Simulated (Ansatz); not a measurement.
**SiC (F-43m):Mo_Si, thermodynamic levels from a 54-atom cell**

Aim: at which Fermi levels does Mo_Si in SiC (F-43m) change its charge? The model is a cell of 54 host atoms with 1 Si taken out and 1 Mo put in.

Program: Ansatz 0.2.0. Level of theory: place-levels on r2SCAN runs: charge-transition levels and formation energies with image-charge correction and potential alignment at the atomic sites; PAW set soft_1. Results are calculated unless marked as measured.

**What experiment says.**

“Insight into the structural, elastic and electronic properties of a new orthorhombic 6O-SiC polytype” (2020, pmc:7200658) quotes from earlier work for SiC, cubic 3C zincblende (literature value): band gap (indirect gap) 2.4 eV [literature value; measurement temperature and method not stated].

In doubt: warnings of the run leave room for a lower electronic state (in some of the runs), so energies may not be the lowest and differences between runs may mislead.

## 1. Starting point

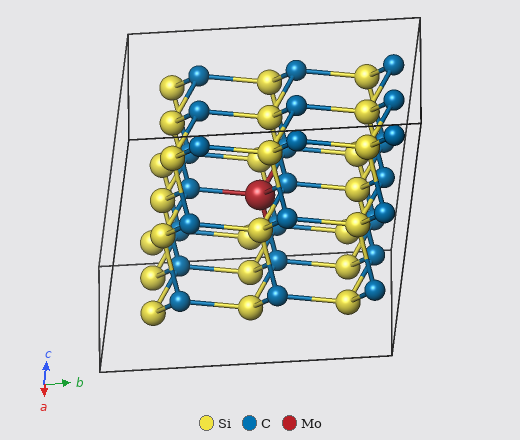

Start, viewed slightly off an axis; silicon yellow, carbon blue, molybdenum red.

The cell holds 54 atoms: 26 Si, 27 C and 1 Mo. Cell: a = 9.242 Å, b = 9.242 Å, c = 9.242 Å, α = 60.0°, β = 60.0°, γ = 60.0°. It derives from SiC (space group F-43m). Nearest the centre at fractional (0.333, 0.667, 0.667): Mo35 at 0.00 Å, C30 at 1.89 Å, C34 at 1.89 Å, C36 at 1.89 Å, C18 at 1.89 Å, Si25 at 3.08 Å, Si23 at 3.08 Å, Si13 at 3.08 Å.

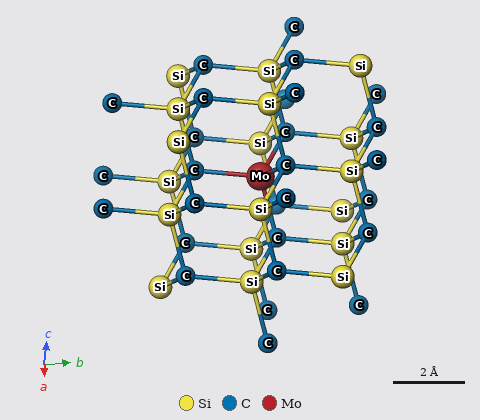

The atoms within 5 Å of the centre.

The host's dielectric constants go in as inputs: 7.06 for the electrons alone, 10.43 with the ions, computed on the host (DFPT, PBEsol, on the r2SCAN cell), and a cell off the functional's own equilibrium shifts the ionic part.

The cell's shortest repeat is 9.2 Å.

## 2. What was run first

Levels follow from differences of total energies between charge states, each relaxed by itself.

Random displacements of about 0.05 Å break the site symmetry at the start, so that the relaxation can reach a distorted minimum if there is one. Forces are taken on a 2×2×2 shifted mesh. The cell holds 1 electron more than the neutral one, with a uniform background that keeps it neutral on the whole. The electron count is odd, so at least one spin is unpaired; this run locks the moment at 1 μB.

The sampling was tested on the host first: at the k-points planned (1x1x1 shifted 0.25 0.25 0.25) its energy lies 0.119 eV an atom from the dense-mesh value, so the final energies take a denser sampling.

One of the inputs; charge, spin and start change from state to state.

The input, qm1_M1.relax/input.yaml:

```yaml
crystal:
  lattice:
    - [0.0, 6.53488873, 6.53488873]
    - [6.53488873, 0.0, 6.53488873]
    - [6.53488873, 6.53488873, 0.0]
  atoms:
    - { symbol: Si, position: [0.0, 0.0, 0.0] }
    - { symbol: C, position: [0.08333333, 0.08333333, 0.08333333] }
[... 2 atom lines left out ...]
    - { symbol: Si, position: [0.0, 0.0, 0.66666667] }
    - { symbol: C, position: [0.08333333, 0.08333333, 0.75] }
[... 6 atom lines left out ...]
    - { symbol: Si, position: [0.0, 0.66666667, 0.0] }
    - { symbol: C, position: [0.08333333, 0.75, 0.08333333] }
[... 2 atom lines left out ...]
    - { symbol: Si, position: [0.0, 0.66666667, 0.66666667] }
    - { symbol: C, position: [0.08333333, 0.75, 0.75] }
[... 2 atom lines left out ...]
    - { symbol: Si, position: [0.33333333, 0.0, 0.33333333] }
[... 1 atom line left out ...]
    - { symbol: Si, position: [0.33333333, 0.0, 0.66666667] }
[... 1 atom line left out ...]
    - { symbol: Si, position: [0.33333333, 0.33333333, 0.0] }
    - { symbol: C, position: [0.41666667, 0.41666667, 0.08333333] }
[... 2 atom lines left out ...]
    - { symbol: Si, position: [0.33333333, 0.33333333, 0.66666667] }
    - { symbol: C, position: [0.41666667, 0.41666667, 0.75] }
    - { symbol: Si, position: [0.33333333, 0.66666667, 0.0] }
[... 1 atom line left out ...]
    - { symbol: Si, position: [0.33333333, 0.66666667, 0.33333333] }
    - { symbol: C, position: [0.41666667, 0.75, 0.41666667] }
    - { symbol: Mo, position: [0.33333333, 0.66666667, 0.66666667] }
    - { symbol: C, position: [0.41666667, 0.75, 0.75] }
[... 10 atom lines left out ...]
    - { symbol: Si, position: [0.66666667, 0.33333333, 0.66666667] }
[... 3 atom lines left out ...]
    - { symbol: Si, position: [0.66666667, 0.66666667, 0.33333333] }
[... 1 atom line left out ...]
    - { symbol: Si, position: [0.66666667, 0.66666667, 0.66666667] }
    - { symbol: C, position: [0.75, 0.75, 0.75] }
  host:
    repeats: [3, 3, 3]
    atoms:
      - { symbol: Si, position: [0.0, 0.0, 0.0] }
      - { symbol: C, position: [0.25, 0.25, 0.25] }
total_charge: -1
basis:
  ecutwfc: 500
  xc_grid: 2
hamiltonian:
  xc: r2scan
  pseudopotentials: { kind: paw, azcp: { folder: soft_1 } }
kpoints:
  mp_grid: { grid: [2, 2, 2], shift: [0.5, 0.5, 0.5] }
magnetization:
  spin_polarized: true
  initial_magnetization: 1
  spin_locking: { lock_magnetization: hard }
scf:
  occupations: { method: fixed }
  max_iter: 100
output:
  forces: true
  charged_corrections:
    epsilon: 7.06
    static_epsilon: 10.43
    defect_position: [0.333333, 0.666667, 0.666667]
relax:
  f_tol: 0.02
  max_steps: 80
  random_displacement: { amplitude: 0.05, seed: 8058 }
checkpoint:
  write: "../qm1_M1.relax.run"
  compress: false
  write_wavefunctions: true
  write_every: 100000
```

Launch:

```console
> ansatz run input.yaml --threads 4 --pin off --max-ram 7536MiB --backend cpu --events-out ev --progress --plain --runs-dir out
```

The run of this state that the levels use, under r2SCAN:

The input, qm1_M1.point/input.yaml:

```yaml
crystal:
  checkpoint: "../qm1_M1.relax.run"
  host: checkpoint
total_charge: -1
basis:
  ecutwfc: 500
  xc_grid: 2
hamiltonian:
  xc: r2scan
  pseudopotentials: { kind: paw, azcp: { folder: soft_1 } }
kpoints:
  mp_grid: { grid: [2, 2, 2], shift: [0.5, 0.5, 0.5] }
magnetization:
  spin_polarized: true
  initial_magnetization: 1
  spin_locking: { lock_magnetization: hard }
scf:
  occupations: { method: fixed }
  max_iter: 100
output:
  forces: true
  eigenvalues: true
  charged_corrections:
    epsilon: 7.06
    static_epsilon: 10.43
    defect_position: [0.333333, 0.666667, 0.666667]
  eigenstates: { localisation: true }
  populations: true
  efg: {}
checkpoint:
  read: "../qm1_M1.relax.run"
  write: "../qm1_M1.point.run"
  compress: false
  write_wavefunctions: false
  write_every: 100000
```

Relaxations under r2SCAN at a 2×2×2 shifted mesh; times on 4 threads of Arm Neoverse V2, shared host:

| charge | moment (μB) | occupations | outcome | steps | largest displacement against the far atoms (Å) | time |
| --- | --- | --- | --- | --- | --- | --- |
| −1 | 1 | fixed | converged | 6 | 0.15 | 4.8 min |
| 0 | 0 | fixed | converged | 13 | 0.16 | 6 min |
| 0 | 2 | fixed | converged | 5 | 0.14 | 3.9 min |
| +1 | 1 | fixed | converged | 7 | 0.11 | 6.9 min |

Single points under r2SCAN at a 2×2×2 shifted mesh; times on 4 threads of Arm Neoverse V2, shared host:

| charge | moment (μB) | occupations | outcome | time |
| --- | --- | --- | --- | --- |
| −1 | 1 | fixed | converged | 42 s |
| 0 | 0 | fixed | converged | 26 s |
| 0 | 2 | fixed | converged | 47 s |
| +1 | 1 | fixed | converged | 69 s |

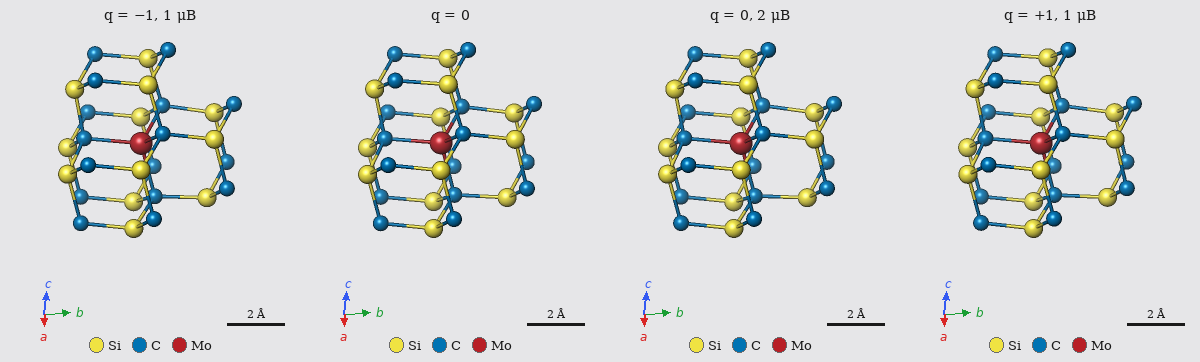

The structures near the centre after relaxation with r2SCAN, by charge.

Distances (Å) from Mo35 to the nearest atoms after relaxation with r2SCAN:

| charge | moment (μB) | 1. | 2. | 3. | 4. | 5. | 6. |
| --- | --- | --- | --- | --- | --- | --- | --- |
| −1 | 1 | C 2.02 | C 2.03 | C 2.03 | C 2.03 | Si 3.09 | Si 3.09 |
| 0 | 0 | C 1.96 | C 2.00 | C 2.02 | C 2.02 | Si 3.04 | Si 3.04 |
| 0 | 2 | C 2.02 | C 2.02 | C 2.02 | C 2.02 | Si 3.10 | Si 3.10 |
| +1 | 1 | C 1.98 | C 1.99 | C 1.99 | C 1.99 | Si 3.10 | Si 3.10 |

## 3. Placing the levels, r2SCAN

A charged cell interacts with its images and the background, and its potential has another zero than the host's. place-levels removes the first by a point-charge model, screened by the static dielectric constant since the ions have relaxed around the charge, and the second by comparing potentials at atoms far from the defect.

The host is a run of the defect-free crystal in the same cutoffs, grids and k-points, so that basis and sampling errors cancel in part in the differences. The host is run in a cell of 2 atoms on a matching mesh. Its band edges are searched through the zone by a band path, so the gap is smaller than, or equal to, that on the mesh. Chemical potentials are energies per atom of Si (diamond) and Mo (bcc), run with the same functional and cutoff.

The input, levels.point.yaml:

```yaml
host:
  run: host.point.run
states: [qm1_M1.point.run, q0.point.run, q0_M2.point.run, qp1_M1.point.run]
geometry_from:
  qm1_M1.point.run: qm1_M1.relax.run
  q0.point.run: q0.relax.run
  q0_M2.point.run: q0_M2.relax.run
  qp1_M1.point.run: qp1_M1.relax.run
  host.point.run: host.relax.run
chemical_potentials:
  Si:
    energy: -639.06578
    dataset: <sha256 of the dataset>
  Mo:
    energy: -4967.627126
    dataset: "<sha256 of the dataset>"
epsilon: 7.06
static_epsilon: 10.43
vertical:
  - { from: qm1_M1.point.run, to: qm1_M1.point_neutral.run }
```

Launch:

```console
> ansatz place-levels levels.point.yaml -- --threads 4 --pin off --max-ram 7536MiB
```

Numbers of over 12 decimals in the logs are rounded to 6 here.

Log:

```text
[... repeated set-up lines and file paths are left out, and long positions are rounded to six places ...]
(+1/0) 1.024 eV above the valence edge, 0.686 eV under the conduction edge
(0/-1) 1.767 eV above the valence edge (+2.354 eV without the band-filling correction), in the conduction band
formation energy of charge +1: +2.954 eV with the Fermi level at the valence edge
formation energy of charge 0: +3.978 eV with the Fermi level at the valence edge
formation energy of charge -1: +5.746 eV with the Fermi level at the valence edge
vertical -1 to 0: no energy, since no alignment is typed
  the change from vertical[0].from (qm1_M1.point.run) to vertical[0].to (qm1_M1.point_neutral.run): by its potential at epsilon 7.06 it stands at 0.363 0.699 0.697, with an rms radius of about 3.3 Å (1.9 1.9 1.9 Å across the planes of the cell's vectors); [...]
  edges by r2scan, gap 1.710 eV; the host is sampled to repeats of 18.48 Å
  the defect's cells are sampled to repeats of 18.48 Å, like sampling
  charge +1: -28400.9023 eV with its correction of +0.543 eV, at epsilon 10.43, aligned at sites: +0.3010 eV, mean over 19 atomic sites at or beyond 4.62 Å from the defect at [0.3333, 0.6667, 0.6667], with -0.000000 for the charge's moments and without [...]
  charge 0: +0.000 eV for its dipole among its images, +0.000 omitted
  charge -1: -28378.7685 eV with its correction of -0.149 eV, at epsilon 10.43, aligned at sites: +0.3914 eV, mean over 19 atomic sites at or beyond 4.62 Å from the defect at [0.3333, 0.6667, 0.6667], with +0.000000 for the charge's moments and without [...]
  charge 0: states[1] (q0.point.run) stands 0.703 eV higher, with a moment of 0.00 μB against 2.00
  of states[3] (qp1_M1.point.run): how wide its charge is, is not read beside other atoms or cores, and a band state would take no correction. [...]
  of states[2] (q0_M2.point.run): its alignment with the host at atomic sites is doubtful: the mean over the far sites moves by +0.0727 eV from their farther parts to their nearer, more than 0.05 eV. [...]
  of states[0] (qm1_M1.point.run): it parts from the run at its places by a charge that spreads by about 1.9 Å along one vector (1.3 Å or more is wide), by its potential at epsilon 7.06, taken for that of held ions (one typed too small widens it), where the [...]
  of states[1] (q0.point.run): band_overlap_at_count; of the run under geometry_from: band_overlap_at_count
  of vertical[0].from (qm1_M1.point.run): stability_check_not_made; [...]
  of vertical[0].to (qm1_M1.point_neutral.run): band_overlap_at_count; minimisation_begun
```

The job ended after 0.24 s (4 threads of Arm Neoverse V2, shared host).

Levels between the charges placed, in eV above the valence top:

|  | gap (eV) | (+1/0) | (0/−1) |
| --- | --- | --- | --- |
| r2SCAN | 1.71 | 1.02 | 1.77 |

Corrections by state:

| charge | moment (μB) | image terms and alignment (eV) | band filling (eV) | ε used | over the lowest of its charge, as the program ranks them, band filling apart (eV) |
| --- | --- | --- | --- | --- | --- |
| +1 | 1.0 | 0.543 | - | 10.43 | 0.000 |
| 0 | 2.0 | 0.000 | - | - | 0.000 |
| −1 | 1.0 | -0.149 | -0.587 | 10.43 | 0.000 |
| 0 | 0.0 | 0.000 | - | - | 0.703 |

The charged structures listed were also run neutral, and place-levels reads from each pair, by the potential or the spins, how wide the charge is by which they differ; that can be the carrier of either run.

| charge | rms radius (Å) | spread where it is widest against the cell (Å) | wide from (Å) | reading |
| --- | --- | --- | --- | --- |
| −1 | 3.3 | 1.90 | 1.31 | wide |

The neutral runs of these pairs need not share the spin of the lowest neutral state, and very wide values only mean spread over the cell.

From the program's caveats on the states, each cut to its opening words:

- charge +1 (1 μB): how wide its charge is, is not read beside other atoms or cores, and a band state would take no correction
- charge +1 (1 μB): its alignment with the host at atomic sites is doubtful: the mean over the far sites moves by -0.0595 eV from their farther parts to their nearer, more than [...]
- charge +1 (1 μB), 0 (2 μB), −1 (1 μB): flagged: stability check not made
- charge 0 (2 μB): its alignment with the host at atomic sites is doubtful: the mean over the far sites moves by +0.0727 eV from their farther parts to their nearer, more than [...]
- charge −1 (1 μB): it parts from the run at its places by a charge that spreads by about 1.9 Å along one vector (1.3 Å or more is wide), by its potential at epsilon 7.06, taken [...]
- charge −1 (1 μB): a band-filling correction moves a carrier to the host's band edge, which changes its energy by -0.587 eV
- charge −1 (1 μB): its alignment with the host at atomic sites is doubtful: the mean over the far sites moves by +0.0883 eV from their farther parts to their nearer, more than [...]
- charge 0: filled levels lie above empty ones at the fixed electron count

Chemical potentials of the elements' reference phases, run alike. Formation energies (elemental references), with the Fermi level at the valence top and at the conduction bottom (gap 1.71 eV):

| charge | at valence top (eV) | at conduction bottom (eV) | correction included (eV) |
| --- | --- | --- | --- |
| +1 | 2.95 | 4.66 | 0.54 |
| 0 | 3.98 | 3.98 | 0.00 |
| −1 | 5.75 | 4.04 | -0.74 |

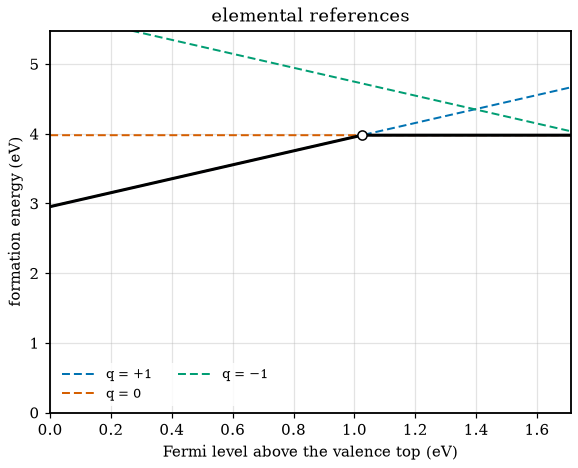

Formation energy against Fermi level; the thick line follows the lowest charge state and circles mark the transition levels.

The charge transition levels (eV, zero at the valence-band top of the host):

|  | conduction bottom | valence top |
| --- | --- | --- |
| Mo_Si | 1.71 | 0.00 |

|  | level | energy (eV) |
| --- | --- | --- |
| Mo_Si | (+1/0) | 1.02 |
| Mo_Si | (0/−1) | 1.77 |

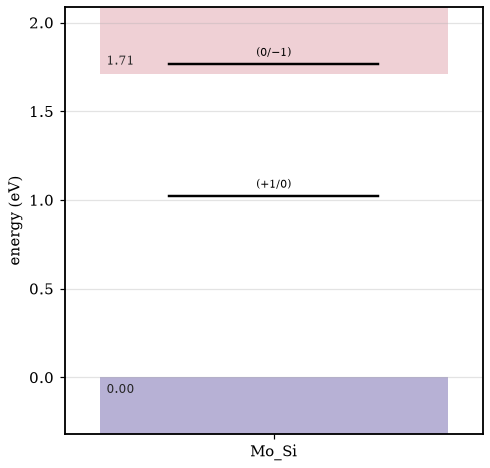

Charge transition levels. Shaded: valence and conduction bands.

## 4. Results

| Property | Result |
| --- | --- |
| gap of the host | 1.71 eV (r2SCAN) |
| level (plus 1/0) | 1.02 eV above the valence top |
| level (0/minus 1) | 1.77 eV above the valence top, past the conduction bottom (2.35 eV above the valence top without the band-filling term) |
| lowest of the charges placed, just above the valence top (0.02 eV) | +1 |
| lowest of the charges placed, just below the conduction bottom (0.02 eV) | 0 |
| lowest formation energy at mid-gap of the charges run, elemental references | 3.81 eV |

What this shows: Of the charges placed (−1, 0 and +1), the lowest changes at 1.02 eV (+1/0) above the valence top, in a gap of 1.71 eV. Charges above +1 were not placed, so these runs say nothing of levels that involve them. States placed: +1 at 1 μB; 0 at 2 μB and 0 μB; −1 at 1 μB. Other spin states or structures, where not listed, weren't placed. The program finds carriers beyond a band edge of the host and adds a band-filling term at charge −1 (-0.59 eV); steps to such a charge show no bound level, and a defect level inside a band would be read the same way. Mo is taken at its element; compounds, which aren't counted here, bound the chemical potentials and would shift these formation energies. The program doubts the alignment of potentials for at least one state, a sign that the cell is small. What this leaves open: r2SCAN makes the gap too small and tends to spread out bound carriers.

Calculation against experiment:

| quantity | measured | r2SCAN |
| --- | --- | --- |
| band gap (least gap of the host) (eV) | 2.4 | 1.71 (-0.69 eV) |

Measured values from pmc:7200658 (2020).

How well it matches: The band gap is off by -0.69 eV. Local and semilocal functionals usually give gaps below the measured ones. Zero-point and thermal motion shift the measured gap.

[Logs are printed without paths, hosts, clocks, repeated set-up lines and the standing remarks that a program may print on its own settings, such as how far it seeks lower states.]

[Hosts, paths, dates, database ids (printed as entryN), source tags and the programs' standing remarks are cut or masked in the printed files.]

[Where a table of states has a column of steps, it counts the stored structures, which are thinned; the runs took as many ionic steps or more.]

[A defect's name tells the site on which it was built; relaxed atoms can leave that site.]

[For some hosts the program warned that the k-mesh of the response run may be too coarse for force constants and the static dielectric constant; such warnings are not shown here.]
